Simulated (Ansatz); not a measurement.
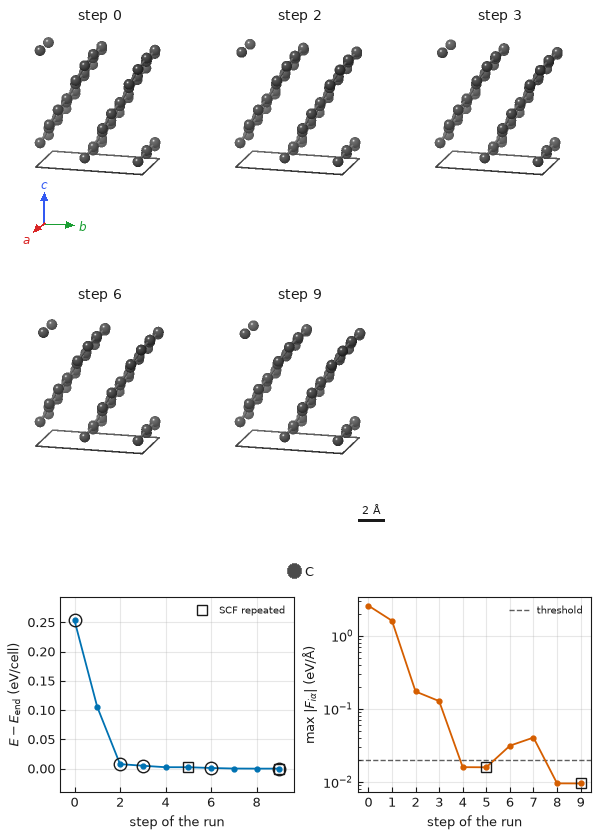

Frames of a constrained relaxation of a slab of composition C (cut from the Fmmm phase), marked on the history of the run. The picture is a ball-and-stick view of the 2 × 1 repeat of the cell, outlined in the plane, without the vacuum (origin shifted), seen slightly off an axis.

Case: lower part held, upper part relaxed from the bulk's places. The slab is the (0 1 1) face of C. 8 atoms are held fixed.

Computed with Ansatz 0.2.0, DFT PBEsol, scalar-relativistic, plane waves, PAW. Settings: plane-wave cutoff 420 eV; k-point mesh 11 × 3 × 1; occupations gaussian; smearing width 0.05 eV; no spin polarisation; dipole correction; atoms relaxed in a fixed cell; force threshold 0.02 eV/Å; at most 90 steps.

**Describe the path.**

The largest moves, 0.50 Å, are those of C atoms. The cell stays as it was. Among the contacts that change: C–C 1.420 → 1.468 Å, C–C 1.419 → 1.375 Å, C–C 1.420 → 1.427 Å. Among the angles between lasting bonds that change: C–C–C 120.0° → 126.7°, C–C–C 120.0° → 116.6°. After 7 accepted moves (9 points after the start) the energy has fallen by 0.253 eV per cell of the calculation. The largest force component goes from 2.6 to 0.0096 eV/Å. 2 steps only repeated the SCF at the same geometry. The forces were under the threshold at step 4, but the run went on from there. Cost: 3.8 min on 2 threads of Intel(R) Xeon(R) Platinum 8488C (Sapphire Rapids), with other jobs on the host, peak memory 0.84 GiB. From step 0 to 2: C atoms move most (0.18 Å), energy −0.245 eV per cell of the calculation. From step 2 to 3: C atoms move most (0.07 Å), energy −2.8 meV per cell of the calculation. From step 3 to 6: C atoms move most (0.10 Å), energy −3.9 meV per cell of the calculation. From step 6 to 9: C atoms move most (0.15 Å), energy −1.1 meV per cell of the calculation.

```
step  E − E(0), meV/atom  largest force component, eV/Å                         note
   0                0.00                         2.5971                             
   1               -7.39                         1.6140                             
   2              -12.27                         0.1738                             
   3              -12.41                         0.1283                             
   4              -12.54                         0.0160                             
   5              -12.54                         0.0160  same geometry, SCF repeated
   6              -12.61                         0.0315                             
   7              -12.65                         0.0407                             
   8              -12.66                         0.0096                             
   9              -12.66                         0.0096  same geometry, SCF repeated
```
